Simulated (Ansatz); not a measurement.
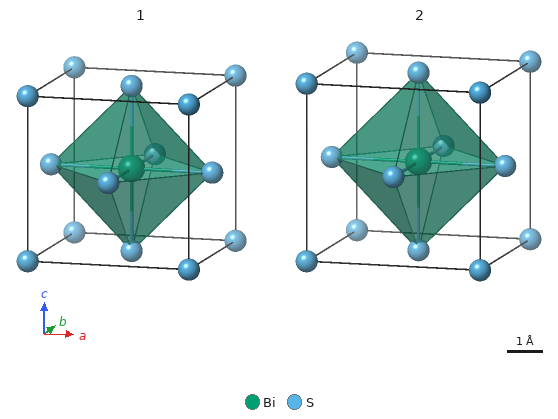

Two geometries of solid BiS4 (a generated structure, set up in Pm-3m) (coarse preliminary run), drawn at one scale. One is the start of a relaxation, the other its converged end. Style: polyhedral. Shown: the cell of the calculation, slightly off an axis.

These are results of DFT PBE, scalar-relativistic, plane waves, PAW in Ansatz, not measurements. (plane-wave cutoff 420 eV; k-point mesh 4 × 4 × 4; occupations gaussian; smearing width 0.1 eV; no spin polarisation; cell and atoms relaxed; force threshold 0.04 eV/Å; at most 70 steps)

> Which one is relaxed?

Structure 2 is the relaxed one. After 3 accepted moves (4 points after the start) the energy has fallen by 1.113 eV per cell of the calculation. All forces vanish by symmetry, so only the cell relaxes. Pressure: 15.95 GPa at the start and 0.20 GPa at the end. At 1 point the geometry stayed and the basis and grid were re-selected for the new cell (energy shift of 4.8 meV per cell of the calculation at most each time). The atoms keep their places relative to the cell (all moves are under 0.005 Å). Cell: a = b = c 4.819 → 5.183 Å (+7.6 %). Volume +24.4 %. Near-neighbour distances that change, for instance: Bi–S 2.409 → 2.592 Å. The space group stays Pm-3m (No. 221). Cost: 11 s on 1 thread of Arm Neoverse V1, on a shared host, peak memory 0.37 GiB.
